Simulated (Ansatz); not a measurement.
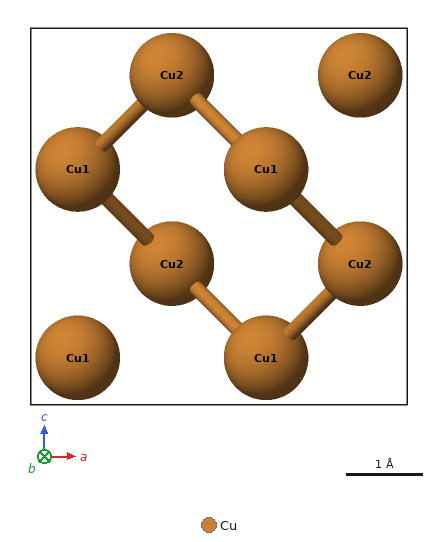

**Figure 1.** The structure (ball-and-stick view of the cell 4 times as large as that of the calculation, set on its symmetry axes, along the b axis; atoms are numbered from 1 in the order of the input). Near neighbours in the crystal (not all of them lie inside the picture): Cu has 4 Cu at 2.17 Å.

**What a change does: single-point calculation on Cu**

System: Cu (Fd-3m, 2 atoms in the cell).
Method of the first run: DFT, PBEsol, plane waves (420 eV) with PAW, scalar-relativistic, no spin polarisation (Ansatz 0.2.0).

Text and figures count atoms from 1; the logs count them from 0 in places.

**The input, the first run**
```yaml
crystal:
  lattice:
    - [0.0, 2.5064578217, 2.5064578217]
    - [2.5064578217, 0.0, 2.5064578217]
    - [2.5064578217, 2.5064578217, 0.0]
  atoms:
    - { symbol: Cu, position: [0.125, 0.125, 0.125] }
    - { symbol: Cu, position: [0.875, 0.875, 0.875] }
hamiltonian:
  xc: pbesol
  pseudopotentials:
    kind: paw
    azcp:
      Cu: "pseudopotentials/Cu.paw.azcp"
basis:
  ecutwfc: 420
  fft_grid_basis: typed
kpoints:
  mp_grid: { grid: [17, 17, 17], shift: [0, 0, 0] }
magnetization:
  spin_polarized: false
scf:
  occupations: { method: fermi_dirac, width: 0.1 }
output:
  stress: true
```

Hardware: 2 threads of an x86-64 CPU, shared host.

**Output, shortened to warnings, some set-up lines, iterations and results (the first run)**
```
Warning: [file] the record states the generating functional pbe (its physics header spells it `PBE`), which answers neither for hamiltonian.xc's functional nor for the pbesol family's — results may be inconsistent (PPs are generated against a specific XC)
Basis set: ecut = 420 eV, 609 PW (Γ)
Symmetry: 48 space group operations
k-points: 165 of 4913
Initial density: superposition of atomic densities (neutral atoms: chi_scale 0, normalization atom), corrected by the library's trained network
[...]
SCF iter   1: F=—  HF=-13175.024916 eV  |F-HF|=—  |Δ(HF+E_count)|=         —  Δρ=1.68e-2  dr2=4.64e-2  ethr=1.77e-3  ⟨swp⟩=5.5  Hψ=14366  notcnv=0
SCF iter   2: F=—  HF=-13175.088555 eV  |F-HF|=—  |Δ(HF+E_count)|=   6.36e-2  Δρ=4.13e-2  dr2=2.86e-1  ethr=1.22e-4  ⟨swp⟩=2.0  Hψ=8910  notcnv=0
SCF iter   3: F=—  HF=-13175.015101 eV  |F-HF|=—  |Δ(HF+E_count)|=   7.35e-2  Δρ=1.31e-3  dr2=2.54e-4  ethr=1.22e-4  ⟨swp⟩=2.0  Hψ=7590  notcnv=0
SCF iter   4: F=—  HF=-13175.015155 eV  |F-HF|=—  |Δ(HF+E_count)|=   5.34e-5  Δρ=1.66e-4  dr2=1.09e-5  ethr=6.68e-7  ⟨swp⟩=2.0  Hψ=6139  notcnv=0
SCF iter   5: F=—  HF=-13175.015157 eV  |F-HF|=—  |Δ(HF+E_count)|=   2.27e-6  Δρ=1.23e-4  dr2=3.49e-6  ethr=2.88e-8  ⟨swp⟩=2.2  Hψ=5246  notcnv=0
SCF iter   6: F=—  HF=-13175.015158 eV  |F-HF|=—  |Δ(HF+E_count)|=   7.96e-7  Δρ=4.37e-5  dr2=6.11e-7  ethr=9.19e-9  ⟨swp⟩=1.0  Hψ=3795  notcnv=0
SCF iter   7: F=-13175.015158 eV  HF=-13175.015158 eV  |F-HF|=9.67e-9  |Δ(HF+E_count)|=   2.54e-7  Δρ=1.05e-5  dr2=5.52e-8  ethr=2.63e-10  ⟨swp⟩=2.9  Hψ=14429  notcnv=0
SCF 1 converged in 7 iterations: F = -13175.015158 eV  dr2 = 5.52e-8
SCF converged after 7 iterations
Free energy (F): -13175.015158 eV
Harris-Foulkes:  -13175.015158 eV  (|F-HF|=9.67e-9)
Internal energy: -13174.989415 eV  (E = F + TS)
E sigma→0 (E₀):  -13175.002287 eV
Entropy (-TS):   -0.025743 eV (-12.872 meV/atom)
Fermi energy:    11.181329 eV
--- Per-component energies (eV) ---
  E_band       = -922.629935
  E_kinetic    = 602.310989
  E_local      = -9916.539951  (includes V_loc(G=0)·N_el)
  E_nonlocal   = 789.536241
  E_hartree    = 4369.348780
  E_xc         = -176.362811
  E_vxc        = -228.547121  (∫ρ·V_xc dr)
  E_paw        = -3257.716561  (= ΣΔE_a)
  E_vpaw       = -908.107996  (= ΣTr[D̂ρ^β])
  E_aug_tail   = 0.000497  (compensation charges beyond the density's cutoff)
  E_ewald      = -5585.979005
  E_core_change = 0.412404  (= ΣΔE_core)
  E_smearing   = -0.025743  (= −TS)
  E_closure    = -0.000000  (closes the sum)
  Σ components = -13175.015158   (vs F -13175.015158, Δ=0.00e0)
--- Stress (GPa, compression-positive) ---
       11.939437       0.000000      -0.000000
        0.000000      11.939437      -0.000000
        0.000000       0.000000      11.939437
  P = ⅓ Tr σ = 11.9394 GPa (119.394 kbar)
```

For the second run the input was changed thus:
```diff
-    - [0.0, 2.5064578217, 2.5064578217]
-    - [2.5064578217, 0.0, 2.5064578217]
-    - [2.5064578217, 2.5064578217, 0.0]
+    - [0.0, 2.5802191117, 2.5802191117]
+    - [2.5802191117, 0.0, 2.5802191117]
+    - [2.5802191117, 2.5802191117, 0.0]
+  write_density: true
+  write_potential: true
+  elf: true
+  volumetric_format: npy
```

What does this change do to the results?

With the same functional and potentials, the second run lies 64.0 meV per atom lower. The pressure goes from 11.94 to 3.10 GPa. The volume per atom goes from 15.75 to 17.18 Å³. The number of SCF iterations is the same. The plane waves at Γ go from 609 to 645.

**Output, shortened to warnings, some set-up lines, iterations and results (the second run)**
```
Warning: [file] the record states the generating functional pbe (its physics header spells it `PBE`), which answers neither for hamiltonian.xc's functional nor for the pbesol family's — results may be inconsistent (PPs are generated against a specific XC)
Basis set: ecut = 420 eV, 645 PW (Γ)
Symmetry: 48 space group operations
k-points: 165 of 4913
Initial density: superposition of atomic densities (neutral atoms: chi_scale 0, normalization atom), corrected by the library's trained network
[...]
SCF iter   1: F=—  HF=-13175.151917 eV  |F-HF|=—  |Δ(HF+E_count)|=         —  Δρ=1.52e-2  dr2=4.10e-2  ethr=1.77e-3  ⟨swp⟩=5.5  Hψ=14286  notcnv=0
SCF iter   2: F=—  HF=-13175.223574 eV  |F-HF|=—  |Δ(HF+E_count)|=   7.17e-2  Δρ=4.18e-2  dr2=3.24e-1  ethr=1.08e-4  ⟨swp⟩=2.0  Hψ=8910  notcnv=0
SCF iter   3: F=—  HF=-13175.143188 eV  |F-HF|=—  |Δ(HF+E_count)|=   8.04e-2  Δρ=1.08e-3  dr2=1.47e-4  ethr=1.08e-4  ⟨swp⟩=2.0  Hψ=7591  notcnv=0
SCF iter   4: F=—  HF=-13175.143225 eV  |F-HF|=—  |Δ(HF+E_count)|=   3.69e-5  Δρ=1.37e-4  dr2=8.53e-6  ethr=3.88e-7  ⟨swp⟩=2.5  Hψ=6560  notcnv=0
SCF iter   5: F=—  HF=-13175.143227 eV  |F-HF|=—  |Δ(HF+E_count)|=   2.13e-6  Δρ=6.82e-5  dr2=2.49e-6  ethr=2.24e-8  ⟨swp⟩=1.0  Hψ=3795  notcnv=0
SCF iter   6: F=—  HF=-13175.143227 eV  |F-HF|=—  |Δ(HF+E_count)|=   5.82e-7  Δρ=3.79e-5  dr2=2.66e-7  ethr=6.54e-9  ⟨swp⟩=2.0  Hψ=5315  notcnv=0
SCF iter   7: F=-13175.143227 eV  HF=-13175.143227 eV  |F-HF|=1.30e-9  |Δ(HF+E_count)|=   2.39e-8  Δρ=4.72e-6  dr2=4.23e-9  ethr=2.63e-10  ⟨swp⟩=7.5  Hψ=22097  notcnv=0
SCF 1 converged in 7 iterations: F = -13175.143227 eV  dr2 = 4.23e-9
SCF converged after 7 iterations
Free energy (F): -13175.143227 eV
Harris-Foulkes:  -13175.143227 eV  (|F-HF|=1.30e-9)
Internal energy: -13175.116938 eV  (E = F + TS)
E sigma→0 (E₀):  -13175.130083 eV
Entropy (-TS):   -0.026289 eV (-13.145 meV/atom)
Fermi energy:    9.792231 eV
--- Per-component energies (eV) ---
  E_band       = -966.250829
  E_kinetic    = 600.657509
  E_local      = -10192.211913  (includes V_loc(G=0)·N_el)
  E_nonlocal   = 790.140884
  E_hartree    = 4486.120292
  E_xc         = -175.162690
  E_vxc        = -226.941334  (∫ρ·V_xc dr)
  E_paw        = -3258.782574  (= ΣΔE_a)
  E_vpaw       = -910.145578  (= ΣTr[D̂ρ^β])
  E_aug_tail   = 0.000546  (compensation charges beyond the density's cutoff)
  E_ewald      = -5426.291397
  E_core_change = 0.412404  (= ΣΔE_core)
  E_smearing   = -0.026289  (= −TS)
  E_closure    = 0.000000  (closes the sum)
  Σ components = -13175.143227   (vs F -13175.143227, Δ=0.00e0)
--- Stress (GPa, compression-positive) ---
        3.096906      -0.000000       0.000000
       -0.000000       3.096906       0.000000
       -0.000000       0.000000       3.096906
  P = ⅓ Tr σ = 3.0969 GPa (30.969 kbar)
```

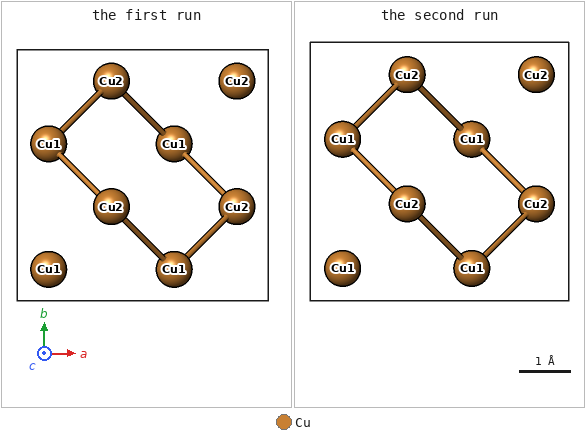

**Figure 2.** The two input geometries at one scale (ball-and-stick view of the cell 4 times as large as that of the calculation, set on its symmetry axes, along the c axis). The atoms keep their places relative to the cell (all moves are under 0.005 Å). The drawn cell changes as follows: a = b = c 5.013 → 5.160 Å (+2.9 %); the volume changes by +9.1 %. Among the contacts that change: Cu1–Cu2 2.171 → 2.235 Å.

**The two runs side by side**

| quantity | the first run | the second run |
| --- | --- | --- |
| outcome | converged | converged |
| free energy per atom (eV) | −6587.5076 | −6587.5716 |
| energy per atom, smearing taken to zero (eV) | −6587.5011 | −6587.5650 |
| pressure (GPa) | 11.94 | 3.10 |
| volume per atom (Å³) | 15.75 | 17.18 |
| SCF iterations | 7 | 7 |
| irreducible k-points | 165 | 165 |
| plane waves at Γ | 609 | 645 |
| wall time (shared host) | 1.8 s | 2.2 s |

For both runs: Warnings: the PAW datasets were made with another functional. For the first run: The cell is under a pressure of 11.9 GPa at this level, so it is not at its equilibrium volume.
